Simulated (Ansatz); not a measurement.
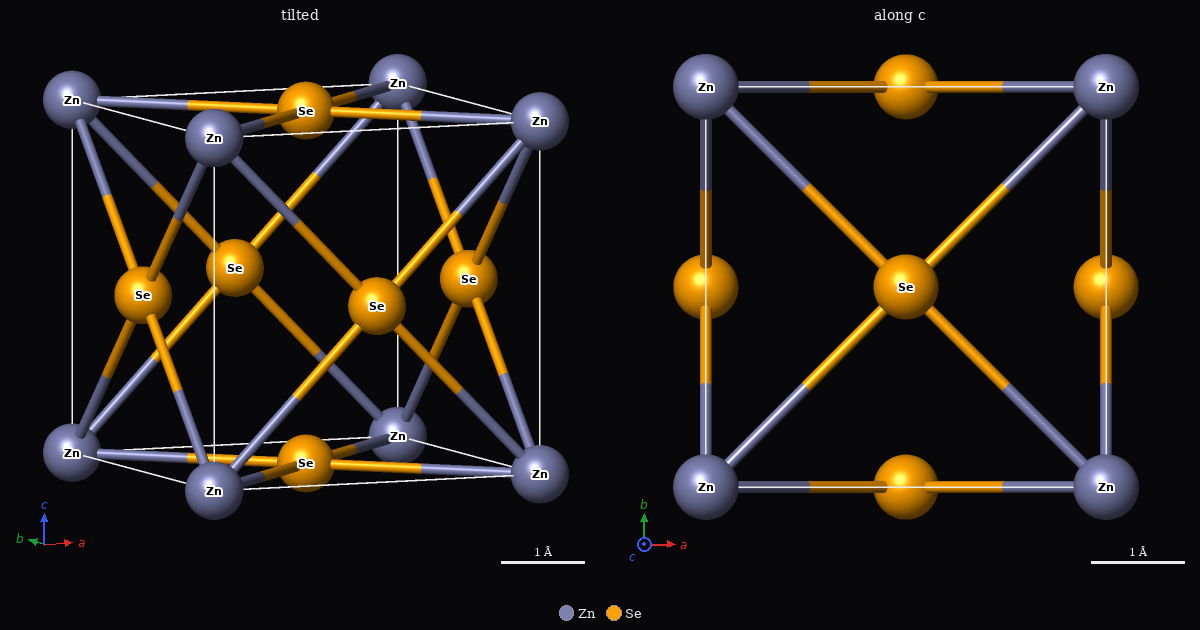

The image is a ball-and-stick drawing of a crystal, viewed slightly off an axis and along the c axis. One conventional unit cell is outlined, and atoms on its boundary appear in each equivalent place. Cell: a = 4.33 Å, b = 4.33 Å, c = 4.33 Å, α = 90.00°, β = 90.00°, γ = 90.00°.

Starting structure: a structure type filled with these elements by a generator (whether the compound takes this form wasn't checked). Earlier steps of the study may have refined or changed the cell and positions. It went into a calculation with Ansatz.

> Give a description of the structure.

It has the composition ZnSe₃. Space group: Pm-3m (No. 221). Lattice: primitive cubic. It belongs to the family called Cu₃Au (L1₂) type. Cell content: 1 Zn, 3 Se, that is 1 formula unit. Each Zn atom is coordinated by twelve Se in a cuboctahedral arrangement at about 3.1 Å. Each Se is bonded to four Zn in a square planar arrangement at about 3.1 Å. The bonds build a three-dimensional framework.

Results below were computed with DFT PBE, scalar-relativistic, plane waves, PAW (Ansatz); the settings were a cutoff energy of 420 eV, a 12×12×12 mesh of k-points, Gaussian smearing of 0.1 eV, no spin polarisation.

> Metal or not?

A metal: bands cross the Fermi level.

> Give the Bader charge of each element.

Zn +0.63 e; Se -0.21 e.

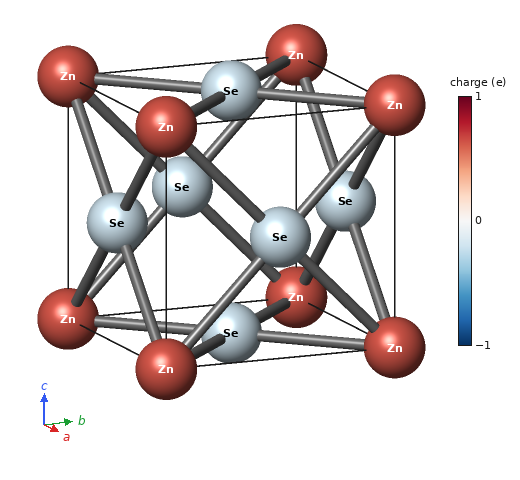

The atoms coloured by those charges. The run's cell of 4 atoms is drawn.

> Are forces and stress small enough to call this relaxed?

Yes. All forces vanish to within 0.01 eV/Å. The pressure is 0.0 GPa, close to zero.
